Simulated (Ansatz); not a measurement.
## Geometry relaxation, with input and output: Cs (part 2 of 2)

Continued. System: Cs (2 atoms in the cell). Method: DFT PBEsol, scalar-relativistic, plane waves, PAW, spin-polarised (Ansatz 0.2.0); cutoff 420 eV, 1×1×13 k-mesh, Gaussian smearing of 0.05 eV, collinear spins. The structure derives from an entry of the Crystallography Open Database. It belongs to a series of runs on one base structure; here: strip chain of atoms.

Geometry of the input (Å; fractional positions):
```
13.2000  0.0000  0.0000
0.0000  9.3000  0.0000
0.0000  0.0000  4.9657
Cs 0.3403  0.5000  0.0000
Cs 0.6597  0.5000  0.5000
```

What the program printed, continued
```
SCF iter   1: F=—  HF=-11171.011463 eV  |F-HF|=—  |Δ(HF+E_count)|=         —  Δρ=9.08e-7 (↑9.08e-7 ↓8.59e-7)  dr2=4.82e-8  dr2_m=1.00e-10  M=0.104 μB ∫|m|=0.105 μB  β_m=0.30  ethr=1.91e-5  ⟨swp⟩=2.8  Hψ=1906  notcnv=0
eigensolver tolerance schedule: the retry pair's looser diagonalisation over-reported the residual by 71424.90 of it (diagonalisation noise at an unbounded share of the residual, at the tolerance the schedule requests for it); recorded, not acted on — ethr = c·dr2/N_el stays at c = 1.0e-1
preconditioner: auto → LDOS  [metal: Δε(μ)=0.042 eV  Ē_g=1.545 eV  σ=0.050 eV  W_gap=0.44  n_scr=40 (ndim 8)  ℏωp=2.1 eV  f_vac=0.438  D(μ)=4.16/eV (n_scr^D=10)]
spin=Collinear: LDOS preconditioning applied to the charge; magnetization (m = ρ↑ − ρ↓) channel mixes plain (no charge-response kernel on spin).
SCF iter   2: F=—  HF=-11171.011498 eV  |F-HF|=—  |Δ(HF+E_count)|=   3.49e-5  Δρ=3.80e-7 (↑3.78e-7 ↓3.80e-7)  dr2=4.67e-9  dr2_m=9.10e-12  M=0.104 μB ∫|m|=0.105 μB  β_m=0.27  ethr=2.68e-10  ⟨swp⟩=4.1  Hψ=453  notcnv=0
SCF iter   3: F=—  HF=-11171.011498 eV  |F-HF|=—  |Δ(HF+E_count)|=   3.35e-7  Δρ=2.83e-7 (↑2.83e-7 ↓2.83e-7)  dr2=2.37e-9  dr2_m=5.72e-12  M=0.104 μB ∫|m|=0.105 μB  β_m=0.59  ethr=2.60e-11  ⟨swp⟩=1.8  Hψ=212  notcnv=0
SCF iter   4: F=—  HF=-11171.011498 eV  |F-HF|=—  |Δ(HF+E_count)|=   5.36e-7  Δρ=9.52e-8 (↑9.52e-8 ↓9.02e-8)  dr2=3.73e-10  dr2_m=2.32e-12  M=0.104 μB ∫|m|=0.105 μB  β_m=0.78  ethr=1.32e-11  ⟨swp⟩=2.9  Hψ=311  notcnv=0
SCF iter   5: F=—  HF=-11171.011498 eV  |F-HF|=—  |Δ(HF+E_count)|=   5.02e-8  Δρ=6.23e-8 (↑6.23e-8 ↓5.86e-8)  dr2=2.66e-10  dr2_m=1.15e-12  M=0.104 μB ∫|m|=0.105 μB  β_m=0.89  ethr=2.07e-12  ⟨swp⟩=1.9  Hψ=214  notcnv=0
SCF iter   6: F=—  HF=-11171.011498 eV  |F-HF|=—  |Δ(HF+E_count)|=  8.93e-10  Δρ=4.71e-8 (↑4.71e-8 ↓4.34e-8)  dr2=1.56e-10  dr2_m=5.69e-13  M=0.104 μB ∫|m|=0.105 μB  β_m=0.94  ethr=1.48e-12  ⟨swp⟩=1.8  Hψ=220  notcnv=0
SCF iter   7: F=—  HF=-11171.011498 eV  |F-HF|=—  |Δ(HF+E_count)|=  7.46e-11  Δρ=3.51e-8 (↑3.51e-8 ↓3.26e-8)  dr2=8.52e-11  dr2_m=2.41e-13  M=0.104 μB ∫|m|=0.105 μB  β_m=0.97  ethr=1.00e-12  ⟨swp⟩=1.8  Hψ=219  notcnv=0
SCF iter   8: F=—  HF=-11171.011498 eV  |F-HF|=—  |Δ(HF+E_count)|=  5.82e-11  Δρ=1.87e-8 (↑1.87e-8 ↓1.70e-8)  dr2=2.59e-11  dr2_m=7.31e-14  M=0.104 μB ∫|m|=0.105 μB  β_m=0.99  ethr=1.00e-12  ⟨swp⟩=1.8  Hψ=212  notcnv=0
SCF iter   9: F=—  HF=-11171.011498 eV  |F-HF|=—  |Δ(HF+E_count)|=  3.64e-12  Δρ=1.92e-8 (↑1.92e-8 ↓1.77e-8)  dr2=2.61e-11  dr2_m=6.17e-14  M=0.104 μB ∫|m|=0.105 μB  β_m=0.78  ethr=1.00e-12  ⟨swp⟩=1.0  Hψ=196  notcnv=0
SCF iter  10: F=-11171.011498 eV  HF=-11171.011498 eV  |F-HF|=7.28e-12  |Δ(HF+E_count)|=  9.09e-12  Δρ=3.48e-9 (↑3.48e-9 ↓3.43e-9)  dr2=8.30e-14  dr2_m=3.13e-14  M=0.104 μB ∫|m|=0.105 μB  ethr=1.00e-12  ⟨swp⟩=5.7  Hψ=897  notcnv=0
SCF 8 converged in 10 iterations: F = -11171.011498 eV  dr2 = 8.30e-14
relax step   8: F+E_penalty+E_count = -11171.01149849 eV  Δ(F+E_penalty+E_count) = -5.924e-6 eV  max|allowed force component| = 1.890e-3 eV/Å  Δτ_max = 0.0000 Å  P = -0.075 GPa  Ω = 618.928 Å³  fix = [a, b, alpha, beta, gamma]  reactions: a -0.017, b -0.201 GPa  stress off target by 7.04e-3 GPa on what of the cell is left free  SCF on the basis re-selected at this cell (its energy is not comparable with the rows above)  (10 SCF iters)
```

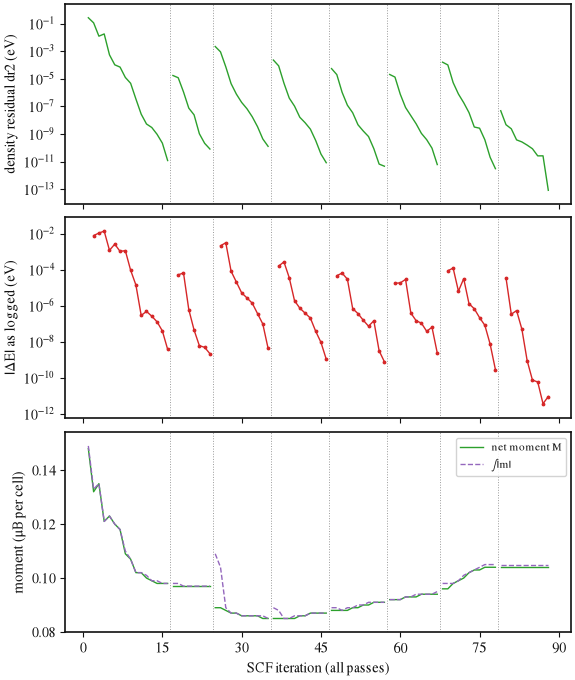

Figure 1. Convergence of the self-consistent field: density residual dr2, size of the energy change and magnetic moment against the SCF iteration. The dotted lines part the SCF passes of the relaxation: geometry steps, rejected trials and re-solves on a re-selected basis. The 8 passes take 8 to 16 iterations each, 88 in all. The net moment stays at 0.1 μB per cell.

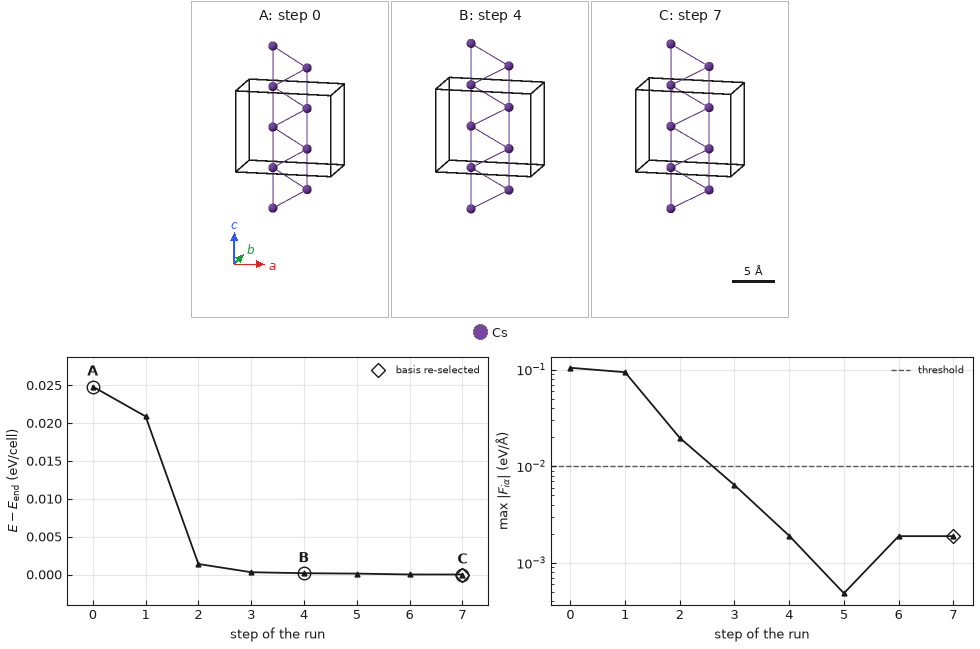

Figure 2. Frames of the relaxation (ball-and-stick view of the 2 repeat of the cell, with the vacuum cut short, with bonded neighbours outside it, seen slightly off an axis) above the curves, on which the letters mark them (the first geometry is step 0 here and step 1 in the log).

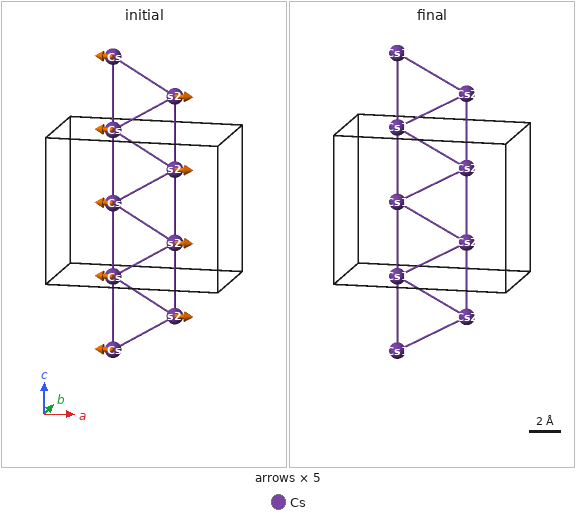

Figure 3. Before (left) and after (right) the relaxation, at one scale (ball-and-stick view of the 2 repeat of the cell, with the vacuum cut short, with bonded neighbours outside it, seen slightly off an axis). The orange arrows give the displacements (without the part carried along by the change of the cell), magnified 5 times. The energy falls by 24.8 meV per cell of the calculation in 6 geometry steps. Largest force component: 0.1 eV/Å at the start, 0.0019 eV/Å at the end. The largest moves relative to the cell, 0.25 Å, are those of Cs1 and Cs2. Along the periodic axis the drawn cell goes c 9.931 → 10.084 Å (+1.5 %). Among the contacts that change: Cs1–Cs2 4.893 → 5.353 Å, Cs1–Cs1 4.966 → 5.042 Å. Among the angles that change: Cs2–Cs1–Cs2 61.0° → 56.2°, Cs1–Cs1–Cs2 59.5° → 61.9°, Cs1–Cs1–Cs2 120.5° → 118.1°. A last SCF at the same geometry on a re-selected plane-wave basis shifts the energy by next to nothing (0.0 meV per cell of the calculation). (Atoms are counted from 1 in the order of the input.)

```
basis re-selected at this cell: Δ(F+E_penalty+E_count) = -5.924e-6 eV, ΔP = +0.000 GPa vs the last step (what re-selecting the basis moved, of the pressure what is left beyond the Pulay correction that the steps carried, after the strain that the cell walked since its last selection, with what the two solves' SCF thresholds leave and, on support functions, any second-order correction that the steps lacked; it is no measure of the basis error at this ecutwfc). This SCF's stress stands 7.04e-3 GPa from its target on what of the cell is left free (relax.cell.stress_tol is 3.00e-2 GPa) and its largest allowed force component is 1.89e-3 eV/Å (relax.f_tol is 1.00e-2 eV/Å): within both
WARN: The input density's exchange-correlation potential varies sharply where the density is thin. Do not read a vacuum level from v_tot or v_xc, or from such a field of the output density. On a cell that repeats whose density bears no net charge and no dipole along the vacuum's axis use v_es (v_loc + v_h of the components); under efield.dipole_correction with no amplitude use v_es + v_field, which holds any external_charges[].barrier, or the levels of the report's work_function block, which leave it out; under a non-zero efield.amplitude the vacuum is tilted and has no level; on a cell that repeats and bears such a dipole with no correction it is tilted too, and efield.dipole_correction with no amplitude gives each side of its ramp a level where efield: is served; in a cell that repeats whose density bears a net charge (total_charge, or a fill off its count) it is curved and has none; of a slab under crystal.periodic whose density bears no net charge use v_es, which has a level on each side, short of where the two are joined; of another it falls or rises all the way out and has none; of a slab beside external_charges read slab_vacuum_level instead, which it has where they leave it neutral. The grid or the basis barely resolves most such structure, and the values can differ between equally converged runs; as a rule a tighter scf.convergence.dr2_threshold does not remove it. Where the density itself ripples (under the LDA too) a higher basis.ecutwfc lessens it. The files hold the spikes' plane waves up to the density's cutoff. Files: v_tot and the like, and their columns of v_z.tsv (output.write_potential); v_xc and the like, and their columns of v_comp_z.tsv (output.write_potential_components); where files of the output density stand in their place, no point of their own thin density is over the threshold below, and this is of outcome.potential() and, of a run that writes arrays (npy), the arrays of these names. Measured: with its Gaussian average of σ = 0.25 Å subtracted twice, the exchange-correlation potential is over 0.1 eV at 9598 of the grid points where the equally averaged density (valence and model cores) is under 1e-3 e/Å³, and 0.743 eV at the most among them, at an averaged density of 1.1e-4 e/Å³. See output.write_potential in the manual, Limitations
SCF converged after 10 iterations
Magnetization: 0.1044 μB (9.0522 up, 8.9478 down)
Absolute magnetization: 0.1053 μB (∫|ρ↑−ρ↓|, with the PAW one-centre terms)
Spin contamination: 0.0002 ħ² per cell (⟨S²⟩ above its minimum at these occupations)
Per-site moments (μB) at R_I (Å): [(0.01809650442122722, 2.079730716766577), (0.01809650442122718, 2.079730716766577)]
Free energy (F): -11171.011498 eV
Harris-Foulkes:  -11171.011498 eV  (|F-HF|=7.28e-12)
Internal energy: -11171.006303 eV  (E = F + TS)
E sigma→0 (E₀):  -11171.008901 eV
Entropy (-TS):   -0.005195 eV (-2.598 meV/atom)
Fermi energy:    -0.376562 eV
--- Per-component energies (eV) ---
  E_band       = -238.137508
  E_kinetic    = 280.892915
  E_local      = -1346.972071  (includes V_loc(G=0)·N_el)
  E_nonlocal   = 62.644456
  E_hartree    = 528.059555
  E_xc         = -341.496009
  E_vxc        = -247.086621  (∫ρ·V_xc dr)
  E_paw        = -9967.176440  (= ΣΔE_a)
  E_vpaw       = -43.735300  (= ΣTr[D̂ρ^β])
  E_aug_tail   = -0.000003  (compensation charges beyond the density's cutoff)
  E_ewald      = -387.247026
  E_core_change = 0.288320  (= ΣΔE_core)
  E_smearing   = -0.005195  (= −TS)
  E_closure    = 0.000000  (closes the sum)
  Σ components = -11171.011498   (vs F -11171.011498, Δ=0.00e0)
--- Forces (eV/Å), atoms counted from 1 ---
  atom   1  Cs     0.00189034     0.00000000     0.00000000
  atom   2  Cs    -0.00189034     0.00000000     0.00000000
  max |Σ_I F_I| component: 4.34e-19 eV/Å
--- Stress (GPa, compression-positive) ---
       -0.017270       0.000000       0.000000
        0.000000      -0.201154       0.000000
        0.000000       0.000000      -0.007038
  P = ⅓ Tr σ = -0.0752 GPa (-0.752 kbar)
--- Band table (eV; the first three rows and the last of 14) ---
  k-point 0 ↑: bands = ["-24.6958", "-24.6933", "-11.5129", "-11.4928", "-11.4847", "-11.4499", "-11.3681", "-11.3560", "-1.4307", "-0.6212", "0.2377", "0.5932", "0.6988", "0.9838"]
  k-point 1 ↑: bands = ["-24.6955", "-24.6930", "-11.5112", "-11.4918", "-11.4839", "-11.4502", "-11.3766", "-11.3651", "-1.3792", "-0.5614", "0.2562", "0.6332", "0.7090", "1.0161"]
  k-point 2 ↑: bands = ["-24.6944", "-24.6921", "-11.5065", "-11.4889", "-11.4817", "-11.4515", "-11.3995", "-11.3899", "-1.2296", "-0.3891", "0.3073", "0.7344", "0.7491", "1.0878"]
  k-point 6 ↓: bands = ["-24.6863", "-24.6859", "-11.5113", "-11.5112", "-11.4704", "-11.4694", "-11.4584", "-11.4520", "0.0310", "0.3530", "0.7149", "0.8522", "0.8818", "0.9525"]
--- Relaxed structure (7 steps of the walk, 7 accepted, 1 SCFs on fresh bases) ---
  F+E_penalty+E_count = -11171.01149849 eV   max|allowed force component| = 1.890e-3 eV/Å   (the final SCF, on the basis selected at the relaxed cell)
  cell:  # Å, volume = 618.9279 Å³
    - [13.2, 0.0, 0.0]
    - [0.0, 9.3, 0.0]
    - [0.0, 0.0, 5.041771434585641]
  atoms:
    - { symbol: Cs, position: [0.32113758312736185, 0.5, 0.0] }
    - { symbol: Cs, position: [0.678862416872638, 0.5, 0.5] }
--- Löwdin populations: 2 sites ---
  site symbol       q [e]    m [muB]
     0     Cs      8.9607     0.0477
     1     Cs      8.9607     0.0477
  spilling = 0.004372 (of n_electrons = 18.000000)
```

Trajectory as extended XYZ (Å, eV, eV/Å), 8 frames, from step=1 to step=8
```
2
Lattice="13.2000 0.0000 0.0000 0.0000 9.3000 0.0000 0.0000 0.0000 4.9657" Properties=species:S:1:pos:R:3:forces:R:3 step=1 energy=-11170.98667 pressure_GPa=0.00
Cs    4.4919    4.6500    0.0000   -0.1045   0.0000   0.0000
Cs    8.7081    4.6500    2.4828    0.1045   0.0000   0.0000
2
Lattice="13.2000 0.0000 0.0000 0.0000 9.3000 0.0000 0.0000 0.0000 4.9737" Properties=species:S:1:pos:R:3:forces:R:3 step=2 energy=-11170.99062 pressure_GPa=-0.01
Cs    4.4751    4.6500    0.0000   -0.0940   0.0000   0.0000
Cs    8.7249    4.6500    2.4868    0.0940   0.0000   0.0000
2
Lattice="13.2000 0.0000 0.0000 0.0000 9.3000 0.0000 0.0000 0.0000 5.0502" Properties=species:S:1:pos:R:3:forces:R:3 step=3 energy=-11171.01011 pressure_GPa=-0.06
Cs    4.3231    4.6500    0.0000   -0.0197   0.0000   0.0000
Cs    8.8770    4.6500    2.5251    0.0197   0.0000   0.0000
2
Lattice="13.2000 0.0000 0.0000 0.0000 9.3000 0.0000 0.0000 0.0000 5.0673" Properties=species:S:1:pos:R:3:forces:R:3 step=4 energy=-11171.01120 pressure_GPa=-0.07
Cs    4.2838    4.6500    0.0000   -0.0064   0.0000   0.0000
Cs    8.9162    4.6500    2.5337    0.0064   0.0000   0.0000
2
Lattice="13.2000 0.0000 0.0000 0.0000 9.3000 0.0000 0.0000 0.0000 5.0693" Properties=species:S:1:pos:R:3:forces:R:3 step=5 energy=-11171.01133 pressure_GPa=-0.07
Cs    4.2671    4.6500    0.0000   -0.0019   0.0000   0.0000
Cs    8.9329    4.6500    2.5347    0.0019   0.0000   0.0000
2
Lattice="13.2000 0.0000 0.0000 0.0000 9.3000 0.0000 0.0000 0.0000 5.0645" Properties=species:S:1:pos:R:3:forces:R:3 step=6 energy=-11171.01138 pressure_GPa=-0.08
Cs    4.2590    4.6500    0.0000   -0.0005   0.0000   0.0000
Cs    8.9410    4.6500    2.5322    0.0005   0.0000   0.0000
2
Lattice="13.2000 0.0000 0.0000 0.0000 9.3000 0.0000 0.0000 0.0000 5.0418" Properties=species:S:1:pos:R:3:forces:R:3 step=7 energy=-11171.01149 pressure_GPa=-0.08
Cs    4.2390    4.6500    0.0000    0.0019   0.0000   0.0000
Cs    8.9610    4.6500    2.5209   -0.0019   0.0000   0.0000
2
Lattice="13.2000 0.0000 0.0000 0.0000 9.3000 0.0000 0.0000 0.0000 5.0418" Properties=species:S:1:pos:R:3:forces:R:3 step=8 energy=-11171.01150 pressure_GPa=-0.08
Cs    4.2390    4.6500    0.0000    0.0019   0.0000   0.0000
Cs    8.9610    4.6500    2.5209   -0.0019   0.0000   0.0000
```

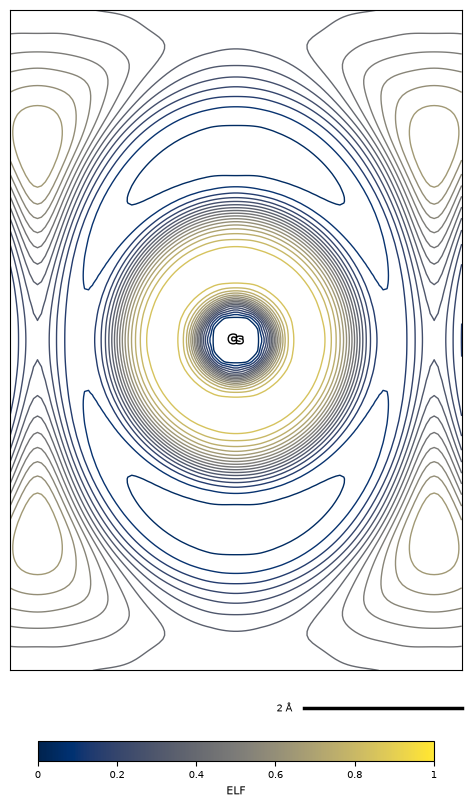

Figure 4. Electron localisation function on the (100) plane of the calculation cell, a cut from vacuum to vacuum. The section cuts through Cs sites. The strong features right at Cs lie inside the PAW spheres (semicore, d or f shells) and say nothing about bonding. Core electrons are frozen (PAW), so the fields are smoothed inside the atomic spheres.

Summary

- outcome: converged
- electrons treated: 18
- free energy: −11171.0115 eV
- Fermi energy: −0.377 eV
- gap on the k-point mesh: none (metallic)
- net moment of the cell: 0.10 μB
- integrated absolute moment: 0.11 μB
- final volume: 618.93 Å³
- largest force (length of the vector) at the end: 0.002 eV/Å
- wall time: 59 s (CPU time 1.9 min)
- peak memory: 0.84 GiB

Notes

Warnings of the run: some starting moments were not kept; the exchange-correlation potential is rough where the density is thin.
